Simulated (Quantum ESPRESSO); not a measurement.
# Run report: Os, band-structure run (part 2 of 2)

Continued. System: Os (P6₃/mmc, 2 atoms in the cell). Method: Kohn-Sham DFT of a periodic cell, N12, PseudoDojo 0.4.1 SR PBE standard, no spin polarisation (Quantum ESPRESSO 7.5); cutoff 1006.82 eV, 11×11×6 k-mesh, fermi-dirac of 0.05 eV. The structure derives from an entry of the Crystallography Open Database.

Geometry of the input (Å; fractional positions):
```
2.7341  0.0000  0.0000
-1.3671  2.3678  0.0000
0.0000  0.0000  4.3197
Os 0.6667  0.3333  0.7500
Os 0.3333  0.6667  0.2500
```

### What the program printed, continued
```
   -60.8793 -60.8306 -20.4275 -20.0465 -19.9136 -19.8161 -19.7248 -19.7087
    17.6322  19.5052  21.3852  22.0692  22.5059  23.5032  23.6802  24.1915
    25.8630  26.2489  27.7495  28.9838  38.9243  40.9235  42.4764  43.7578

          k = 0.0000 0.2099-0.3165 (  2034 PWs)   bands (ev):

   -60.8550 -60.8550 -20.2378 -20.2378 -19.8207 -19.8207 -19.7626 -19.7626
    18.7309  18.7309  21.5079  21.5079  22.9408  22.9408  23.7409  23.7409
    26.9019  26.9019  27.5472  27.5472  40.5832  40.5832  42.7968  42.7968

          k = 0.0000 0.3149 0.0000 (  2024 PWs)   bands (ev):

   -60.8789 -60.7994 -20.4974 -20.2176 -20.0468 -19.9336 -19.6934 -19.6879
    17.7523  19.6711  21.2818  21.8760  23.1453  23.2806  24.1026  25.5175
    25.7073  26.1482  28.5827  34.2608  34.6103  39.3534  41.3314  41.9525

          k = 0.0000 0.3149 0.1055 (  2030 PWs)   bands (ev):

   -60.8736 -60.8048 -20.4951 -20.1681 -20.0897 -19.9174 -19.7046 -19.7035
    17.9101  19.8167  21.1281  21.8891  22.7910  23.4204  24.1774  25.6314
    25.9364  25.9587  28.3918  32.0681  36.4241  40.0228  41.7680  42.4687

          k = 0.0000 0.3149 0.2110 (  2026 PWs)   bands (ev):

   -60.8591 -60.8194 -20.4579 -20.2375 -20.0076 -19.8729 -19.7554 -19.7501
    18.3810  19.8967  20.7755  21.8437  22.6826  23.8260  23.8417  25.1693
    26.3167  26.6816  27.8379  29.8876  37.9562  41.5269  41.8653  43.6734

          k = 0.0000 0.3149-0.3165 (  2022 PWs)   bands (ev):

   -60.8393 -60.8393 -20.3656 -20.3656 -19.8641 -19.8641 -19.8118 -19.8118
    19.1297  19.1297  21.2951  21.2951  23.1986  23.1986  24.4473  24.4473
    27.0650  27.0650  28.0339  28.0339  39.9651  39.9651  42.6296  42.6296

          k = 0.0000 0.4199 0.0000 (  2016 PWs)   bands (ev):

   -60.8538 -60.7957 -20.4049 -20.3655 -20.2257 -19.9906 -19.7791 -19.7201
    18.7096  19.3510  20.3008  22.4325  22.8566  23.7185  23.7854  26.9779
    27.4068  27.4836  28.7622  34.4988  36.0312  36.3950  39.5866  40.1431

          k = 0.0000 0.4199 0.1055 (  2024 PWs)   bands (ev):

   -60.8499 -60.7996 -20.5053 -20.3014 -20.1958 -19.9728 -19.7705 -19.7385
    18.5593  19.4720  20.6790  21.7261  23.0950  23.5910  24.4998  27.0472
    27.1163  27.3438  28.5429  32.9544  35.4806  38.4161  40.3522  40.6733

          k = 0.0000 0.4199 0.2110 (  2035 PWs)   bands (ev):

   -60.8393 -60.8102 -20.5490 -20.4121 -20.0206 -19.9240 -19.7887 -19.7869
    18.5518  19.5286  20.6538  21.4829  23.7685  23.7837  24.9883  26.0583
    27.3314  27.4950  28.1324  30.5267  36.3695  39.1689  41.1391  42.2434

          k = 0.0000 0.4199-0.3165 (  2032 PWs)   bands (ev):

   -60.8248 -60.8248 -20.5118 -20.5118 -19.8715 -19.8715 -19.8567 -19.8567
    18.9556  18.9556  21.0670  21.0670  24.5490  24.5490  24.8341  24.8341
    27.7070  27.7070  28.5639  28.5639  37.9077  37.9077  42.2732  42.2732

          k = 0.0000 0.5249 0.0000 (  2018 PWs)   bands (ev):

   -60.8363 -60.7960 -20.5157 -20.3291 -20.2607 -20.0238 -19.8564 -19.7396
    18.9745  19.1677  19.7945  22.6283  23.1421  23.6133  24.2133  28.0171
    28.5529  28.8427  29.6767  32.8560  35.1184  37.7756  37.9341  39.1718

          k = 0.0000 0.5249 0.1055 (  2026 PWs)   bands (ev):

   -60.8336 -60.7987 -20.5743 -20.3937 -20.1588 -20.0051 -19.8310 -19.7590
    18.6435  19.1371  20.5875  21.6883  22.8984  24.1089  25.2090  27.8216
    28.2091  28.6873  29.3349  32.2431  34.8890  37.1626  38.8534  40.0453

          k = 0.0000 0.5249 0.2110 (  2039 PWs)   bands (ev):

   -60.8262 -60.8061 -20.6262 -20.5134 -19.9953 -19.9538 -19.8148 -19.8118
    18.4411  19.2451  20.6319  21.2172  23.6865  24.4484  26.4409  26.5888
    28.2430  28.5527  28.5761  30.7618  35.0508  36.3979  40.9240  41.2377

          k = 0.0000 0.5249-0.3165 (  2038 PWs)   bands (ev):

   -60.8162 -60.8162 -20.6045 -20.6045 -19.8832 -19.8832 -19.8682 -19.8682
    18.7583  18.7583  20.8598  20.8598  24.9203  24.9203  25.8233  25.8233
    28.3941  28.3941  29.2680  29.2680  35.6535  35.6535  42.2472  42.2473

          k = 0.0909 0.1575 0.0000 (  2029 PWs)   bands (ev):

   -60.9093 -60.8079 -20.6394 -19.9516 -19.8818 -19.7696 -19.6556 -19.6135
    16.2449  19.2098  21.9920  23.1600  23.4274  23.7538  24.0002  24.2026
    24.7919  24.8185  28.1653  31.2221  35.0322  41.3354  43.1944  44.2680

          k = 0.0909 0.1575 0.1055 (  2008 PWs)   bands (ev):

   -60.9025 -60.8147 -20.5831 -19.9311 -19.8840 -19.8085 -19.6695 -19.6412
    16.5533  19.2928  22.0475  22.4406  23.1879  23.5501  24.0280  24.3594
    25.0708  25.1244  28.0982  30.1563  36.6302  40.8400  42.8938  43.7916

          k = 0.0909 0.1575 0.2110 (  2010 PWs)   bands (ev):

   -60.8841 -60.8334 -20.4281 -20.0013 -19.8751 -19.8113 -19.7067 -19.7067
    17.4081  19.2967  21.6218  22.1477  22.5505  23.3854  23.6961  23.9618
    25.8799  26.1788  27.7156  28.7496  39.1525  40.4965  42.2158  44.3127

          k = 0.0909 0.1575-0.3165 (  2008 PWs)   bands (ev):

   -60.8588 -60.8588 -20.2140 -20.2140 -19.8026 -19.8026 -19.7510 -19.7510
    18.5453  18.5453  21.6275  21.6275  22.9276  22.9276  23.5856  23.5856
    26.8967  26.8967  27.4531  27.4531  40.4626  40.4626  42.9616  42.9616

          k = 0.0909 0.2624 0.0000 (  2015 PWs)   bands (ev):

   -60.8880 -60.8016 -20.5414 -20.1169 -20.0197 -19.8734 -19.6972 -19.6673
    17.3540  19.8608  21.4900  21.8079  23.1360  23.2085  24.4460  24.8704
    25.1651  25.9839  28.3931  33.4972  34.7568  40.7715  41.9765  42.3439

          k = 0.0909 0.2624 0.1055 (  2024 PWs)   bands (ev):

   -60.8822 -60.8074 -20.5147 -20.0864 -20.0385 -19.8880 -19.7147 -19.6766
    17.5860  20.0037  21.4007  21.6138  22.8415  23.4586  24.0447  24.9741
    25.5868  25.9521  28.2574  31.6828  36.5786  41.0349  41.9873  42.8234

          k = 0.0909 0.2624 0.2110 (  2028 PWs)   bands (ev):

   -60.8665 -60.8233 -20.4340 -20.1632 -19.9702 -19.8743 -19.7586 -19.7242
    18.2406  20.1027  20.8460  21.7980  22.3985  23.4213  23.8027  24.7622
    26.2230  26.5641  27.7750  29.6729  38.5404  41.5174  42.7134  43.2985

          k = 0.0909 0.2624-0.3165 (  2028 PWs)   bands (ev):

   -60.8449 -60.8449 -20.3072 -20.3072 -19.8670 -19.8670 -19.7894 -19.7894
    19.1910  19.1910  21.3514  21.3514  22.7060  22.7060  24.2575  24.2575
    27.0091  27.0091  27.9291  27.9291  40.5188  40.5188  42.9571  42.9571

          k = 0.0909 0.3674 0.0000 (  2028 PWs)   bands (ev):

   -60.8629 -60.7966 -20.4154 -20.3098 -20.1694 -19.9693 -19.7452 -19.7388
    18.5419  19.7841  20.6884  21.7833  22.8212  23.3707  24.0118  25.9448
    26.6047  27.5096  28.5753  34.5473  35.7755  37.5466  39.6889  40.9888

          k = 0.0909 0.3674 0.1055 (  2024 PWs)   bands (ev):

   -60.8585 -60.8010 -20.4717 -20.2516 -20.1625 -19.9667 -19.7671 -19.7279
    18.5600  19.9470  20.6963  21.7032  22.8178  23.3993  24.0250  25.9038
    26.8513  27.1762  28.4892  32.8478  36.1887  39.0540  40.2098  41.4892

          k = 0.0909 0.3674 0.2110 (  2031 PWs)   bands (ev):

   -60.8464 -60.8132 -20.4927 -20.3388 -20.0247 -19.9293 -19.8148 -19.7463
    18.7520  19.9548  20.6375  21.8030  22.8157  23.5584  24.0632  25.5748
    27.0126  27.3839  28.1980  30.4719  37.3088  40.5869  41.0377  42.4186

          k = 0.0909 0.3674-0.3165 (  2032 PWs)   bands (ev):

   -60.8298 -60.8298 -20.4414 -20.4414 -19.9166 -19.9166 -19.8151 -19.8151
    19.2552  19.2552  21.3095  21.3095  23.2498  23.2498  24.6792  24.6792
    27.7312  27.7312  28.4367  28.4367  39.1320  39.1320  42.4860  42.4860

          k = 0.0909 0.4724 0.0000 (  2035 PWs)   bands (ev):

   -60.8409 -60.7955 -20.4585 -20.2899 -20.2839 -20.0358 -19.8338 -19.7702
    19.2020  19.4319  19.9751  22.5234  22.6082  23.6542  24.0310  27.3676
    27.8152  28.6766  29.2174  34.2099  35.0105  37.4886  37.6422  40.1417

          k = 0.0909 0.4724 0.1055 (  2026 PWs)   bands (ev):

   -60.8378 -60.7986 -20.5257 -20.3532 -20.1751 -20.0162 -19.8271 -19.7718
    18.8524  19.5380  20.6208  21.6133  22.8001  24.0062  24.4280  27.1636
    27.8958  28.0927  29.3029  33.2697  34.7519  38.0198  38.4985  40.6177

          k = 0.0909 0.4724 0.2110 (  2032 PWs)   bands (ev):

   -60.8296 -60.8069 -20.5783 -20.4662 -20.0442 -19.9408 -19.8633 -19.7705
    18.7056  19.6199  20.6248  21.5172  23.0528  24.3817  25.0619  26.1395
    27.5498  28.5652  29.0798  31.1125  35.5213  37.8004  40.3195  41.5429

          k = 0.0909 0.4724-0.3165 (  2032 PWs)   bands (ev):

   -60.8182 -60.8182 -20.5557 -20.5557 -19.9533 -19.9533 -19.8213 -19.8213
    19.0439  19.0439  21.0804  21.0804  24.1169  24.1169  25.2737  25.2737
    28.2225  28.2225  29.5171  29.5171  36.7271  36.7271  42.3689  42.3689

          k = 0.0909 0.5774 0.0000 (  2027 PWs)   bands (ev):

   -60.8311 -60.7967 -20.5137 -20.3267 -20.2267 -20.0594 -19.8832 -19.7819
    19.2221  19.4100  19.7312  22.5456  22.9976  23.5143  24.3120  28.2144
    28.3109  28.7072  30.7039  32.0271  35.7645  36.3178  38.4322  39.5209

          k = 0.0909 0.5774 0.1055 (  2039 PWs)   bands (ev):

   -60.8288 -60.7990 -20.5657 -20.3919 -20.1541 -20.0241 -19.8648 -19.7873
    18.8297  19.3595  20.6515  21.6395  22.6352  24.3363  24.8415  27.7932
    28.2642  28.5024  30.3590  31.8530  35.5632  36.5064  37.9571  40.4365

          k = 0.0909 0.5774 0.2110 (  2033 PWs)   bands (ev):

   -60.8225 -60.8053 -20.6173 -20.5119 -20.0538 -19.9212 -19.8933 -19.7828
    18.6224  19.4849  20.6493  21.3867  22.9544  24.9092  25.5446  26.4831
    28.1639  28.7311  29.7203  31.2942  35.3001  35.7540  39.7370  41.6448

          k = 0.0909 0.5774-0.3165 (  2048 PWs)   bands (ev):

   -60.8139 -60.8139 -20.5997 -20.5997 -19.9674 -19.9674 -19.8212 -19.8212
    18.9463  18.9463  20.9724  20.9724  24.2266  24.2266  25.9513  25.9513
    28.2134  28.2134  30.4003  30.4003  35.3312  35.3312  41.9213  41.9213

          k = 0.1818 0.3149 0.0000 (  2023 PWs)   bands (ev):

   -60.8662 -60.7970 -20.4328 -20.2141 -20.2054 -19.9367 -19.7747 -19.7337
    18.5299  20.4611  20.9012  20.9584  22.6746  23.2382  24.1909  25.3524
    26.5820  27.5172  28.4165  34.6225  35.6191  38.5605  39.0361  41.8259

          k = 0.1818 0.3149 0.1055 (  2032 PWs)   bands (ev):

   -60.8615 -60.8017 -20.4589 -20.2266 -20.1356 -19.9655 -19.7906 -19.7201
    18.6437  20.4506  20.9408  21.0394  22.7309  23.2627  23.8117  25.4122
    26.9107  27.1295  28.4394  32.8659  36.5475  39.4443  39.7636  42.1331

          k = 0.1818 0.3149 0.2110 (  2036 PWs)   bands (ev):

   -60.8489 -60.8143 -20.4621 -20.3054 -19.9975 -19.9728 -19.8256 -19.7339
    18.9869  20.1393  21.1911  21.3471  22.5470  23.0497  23.6504  25.3579
    27.0062  27.4487  28.2728  30.5246  37.9438  40.2894  41.7340  42.5701

          k = 0.1818 0.3149-0.3165 (  2036 PWs)   bands (ev):

   -60.8316 -60.8316 -20.4038 -20.4038 -19.9432 -19.9432 -19.8016 -19.8016
    19.5350  19.5350  21.5801  21.5801  22.3926  22.3926  24.4869  24.4869
    27.9118  27.9118  28.4179  28.4179  39.8377  39.8377  42.6228  42.6228

          k = 0.1818 0.4199 0.0000 (  2036 PWs)   bands (ev):

   -60.8435 -60.7954 -20.3660 -20.3066 -20.2703 -20.0371 -19.8430 -19.8209
    19.5697  20.1663  20.2400  21.4128  22.4573  23.7401  23.7906  26.2106
    27.8093  28.4254  29.2213  34.5784  35.8300  36.7267  37.7645  41.2495

          k = 0.1818 0.4199 0.1055 (  2032 PWs)   bands (ev):

   -60.8403 -60.7986 -20.4495 -20.3436 -20.1472 -20.0562 -19.8655 -19.7794
    19.3954  20.2263  20.4773  21.4047  22.7082  23.4080  23.8313  26.1933
    27.6063  28.1495  29.5031  33.9840  35.0340  37.2513  39.3220  41.5061

          k = 0.1818 0.4199 0.2110 (  2033 PWs)   bands (ev):

   -60.8315 -60.8074 -20.5090 -20.4194 -20.0814 -19.9942 -19.8785 -19.7537
    19.3160  20.0128  20.8466  21.9628  22.5040  23.1392  23.9903  25.6823
    27.2598  28.6699  29.6148  31.5399  36.2811  38.3519  40.4252  41.9618

          k = 0.1818 0.4199-0.3165 (  2038 PWs)   bands (ev):

   -60.8195 -60.8195 -20.4933 -20.4933 -20.0255 -20.0255 -19.7980 -19.7980
    19.5546  19.5546  21.5549  21.5549  22.8671  22.8671  24.5206  24.5206
    28.4402  28.4402  29.8575  29.8575  37.9041  37.9041  41.2680  41.2680

          k = 0.1818 0.5249 0.0000 (  2031 PWs)   bands (ev):

   -60.8268 -60.7976 -20.4562 -20.2837 -20.1983 -20.1238 -19.9060 -19.8801
    19.7654  19.9429  19.9695  22.2058  22.4626  23.3529  24.3753  27.3380
    28.2369  28.4255  30.6923  32.5180  34.8547  36.7068  39.3532  40.8306

          k = 0.1818 0.5249 0.1055 (  2037 PWs)   bands (ev):

   -60.8248 -60.7996 -20.4993 -20.3565 -20.1903 -20.0405 -19.9275 -19.8300
    19.3281  20.1113  20.6519  21.4817  22.4962  23.7582  24.4419  27.2259
    27.6329  28.5055  30.8142  32.5412  35.5152  36.1862  38.6714  41.2169

          k = 0.1818 0.5249 0.2110 (  2034 PWs)   bands (ev):

   -60.8195 -60.8049 -20.5533 -20.4687 -20.1517 -20.0011 -19.8850 -19.7761
    19.1912  20.1978  20.6942  21.9019  22.0835  23.9518  24.7947  25.9714
    27.5719  28.6726  31.1106  32.3349  35.3046  36.6861  38.5492  41.4718

          k = 0.1818 0.5249-0.3165 (  2034 PWs)   bands (ev):

   -60.8122 -60.8122 -20.5459 -20.5459 -20.0776 -20.0776 -19.7924 -19.7924
    19.5065  19.5065  21.3533  21.3533  23.1699  23.1699  25.1769  25.1769
    28.1689  28.1689  31.6868  31.6868  35.8987  35.8987  40.1891  40.1891

          k = 0.2727 0.4724 0.0000 (  2043 PWs)   bands (ev):

   -60.8250 -60.7981 -20.3985 -20.2890 -20.1869 -20.1273 -19.9535 -19.9152
    19.7985  20.2770  20.8239  21.3040  22.4201  23.2807  24.3835  26.7566
    28.2382  28.2880  30.6850  32.7447  34.3046  37.2113  39.8309  41.6348

          k = 0.2727 0.4724 0.1055 (  2034 PWs)   bands (ev):

   -60.8232 -60.7999 -20.4047 -20.3988 -20.1860 -20.0706 -19.9588 -19.8474
    19.8521  20.2063  21.0305  21.1262  22.8173  22.9352  24.3043  26.7579
    27.4691  28.5034  30.9359  33.0322  35.0858  36.0978  40.3315  40.9328

          k = 0.2727 0.4724 0.2110 (  2028 PWs)   bands (ev):

   -60.8183 -60.8048 -20.4896 -20.4544 -20.2001 -20.0656 -19.8709 -19.7772
    19.9093  20.0047  21.2248  21.5824  22.3852  23.0933  24.2292  25.6982
    27.4257  28.6695  31.4091  33.2172  35.3091  36.5083  39.5546  39.9807

          k = 0.2727 0.4724-0.3165 (  2024 PWs)   bands (ev):

   -60.8115 -60.8115 -20.5047 -20.5047 -20.1387 -20.1387 -19.7835 -19.7835
    19.9107  19.9107  21.5769  21.5769  22.6960  22.6960  24.5760  24.5760
    28.1983  28.1983  32.1968  32.1968  36.5450  36.5450  39.1521  39.1521

          k = 0.2727 0.5774 0.0000 (  2043 PWs)   bands (ev):

   -60.8144 -60.8028 -20.4130 -20.2309 -20.2167 -20.1046 -20.0016 -19.9881
    19.6651  20.5773  20.6731  21.7077  22.5574  22.9577  24.7201  27.3875
    27.9148  28.2354  31.4559  31.5593  33.4186  38.9341  40.8623  41.1026

          k = 0.2727 0.5774 0.1055 (  2038 PWs)   bands (ev):

   -60.8137 -60.8036 -20.4221 -20.3190 -20.2934 -20.0370 -19.9821 -19.8966
    19.7778  20.6050  20.7208  21.4491  22.6096  22.9957  24.6632  27.3050
    27.4554  28.0561  31.8369  31.8515  34.3658  38.3489  38.7668  40.8354

          k = 0.2727 0.5774 0.2110 (  2040 PWs)   bands (ev):

   -60.8115 -60.8057 -20.4800 -20.4381 -20.2730 -20.1040 -19.8458 -19.7999
    19.9156  20.5337  20.9712  21.2856  22.6222  22.9836  24.6161  25.7851
    27.6152  28.0695  32.7069  33.0160  35.8517  37.0179  37.0473  39.5269

          k = 0.2727 0.5774-0.3165 (  2028 PWs)   bands (ev):

   -60.8086 -60.8086 -20.4980 -20.4980 -20.1919 -20.1919 -19.7780 -19.7780
    20.1252  20.1252  21.3703  21.3703  22.7281  22.7281  24.8442  24.8442
    27.8463  27.8463  33.8216  33.8216  35.6089  35.6089  38.0924  38.0924

     the Fermi energy is    26.0777 ev

!    total energy              =    -406.82622380 Ry
     estimated scf accuracy    <          9.0E-11 Ry
     smearing contrib. (-TS)   =      -0.00097371 Ry
     internal energy E=F+TS    =    -406.82525009 Ry

     The total energy is F=E-TS. E is the sum of the following terms:
     one-electron contribution =     -42.87156276 Ry
     hartree contribution      =      45.64565172 Ry
     xc contribution           =     -84.83967832 Ry
     ewald contribution        =    -324.75966073 Ry

     convergence has been achieved in  10 iterations

     Forces acting on atoms (cartesian axes, Ry/au):

     atom    1 type  1   force =     0.00000000    0.00000000    0.00000000
     atom    2 type  1   force =     0.00000000    0.00000000    0.00000000

     Total force =     0.000000     Total SCF correction =     0.000000

     Computing stress (Cartesian axis) and pressure

          total   stress  (Ry/bohr**3)                   (kbar)     P=       25.12
   0.00018637  -0.00000000  -0.00000000           27.42       -0.00       -0.00
   0.00000000   0.00018637   0.00000000            0.00       27.42        0.00
   0.00000000   0.00000000   0.00013961            0.00        0.00       20.54

=------------------------------------------------------------------------------=
   JOB DONE.
=------------------------------------------------------------------------------=
```

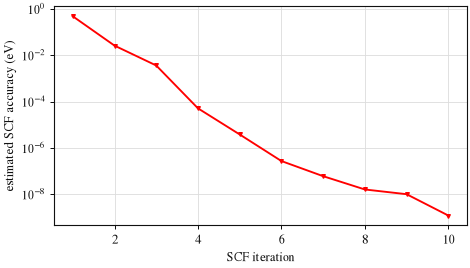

Fig. 1: Convergence of the self-consistent field: estimated SCF accuracy against the iteration. The field takes 10 iterations in all.

### Key numbers

```tsv
quantity	value
outcome	converged
space group (tolerance 0.01 Å)	P6₃/mmc (194)
electrons treated	32
free energy	−5535.1528 eV
Fermi energy of the self-consistent step	26.078 eV
gap on the k-point mesh	none (metallic)
pressure	2.51 GPa
largest force (length of the vector)	under 0.001 eV/Å
wall time	47 s
peak memory	0.1 GiB
```

### Remarks

Further notes kept with the run: potentials made for another functional. Points of doubt noted for this run: potentials made for another functional. Spin–orbit coupling is left out, which matters for Os.
